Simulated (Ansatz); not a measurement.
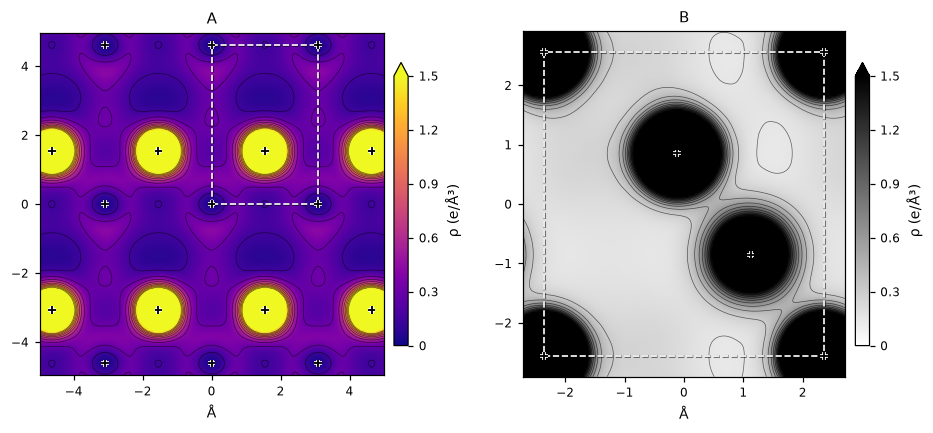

The valence pseudo-density of 2 systems, each on a plane through atoms (crosses mark nuclei in the plane).

These are results of DFT PBEsol, scalar-relativistic, plane waves, PAW (Ansatz), not measurements.

System 1: Ti₂O, the (110) plane of the conventional cell. Space group P-3m1; computed without spin polarisation.

System 2: SiO, the (110) plane of the conventional cell. Space group P-6m2.

```cif
data_structure
_symmetry_space_group_name_H-M 'P 1'
_symmetry_Int_Tables_number 1
_cell_length_a 2.6680
_cell_length_b 2.6680
_cell_length_c 3.0920
_cell_angle_alpha 90.000
_cell_angle_beta 90.000
_cell_angle_gamma 120.000
_cell_volume 19.06
loop_
_atom_site_label
_atom_site_type_symbol
_atom_site_fract_x
_atom_site_fract_y
_atom_site_fract_z
_atom_site_occupancy
Si1 Si 0.66667 0.33333 0.00000 1
O1 O 0.00000 0.00000 0.50000 1
```

Q: Match each panel to its system.

A: Panel A is system 2, SiO: the plane holds Si and O. Si–O (2.18 Å): ρ is about 0.41 e/Å³ halfway. Panel B is system 1, Ti₂O: the plane holds Ti and O. Ti–O (2.11 Å): ρ at the midpoint is about 0.46 e/Å³.
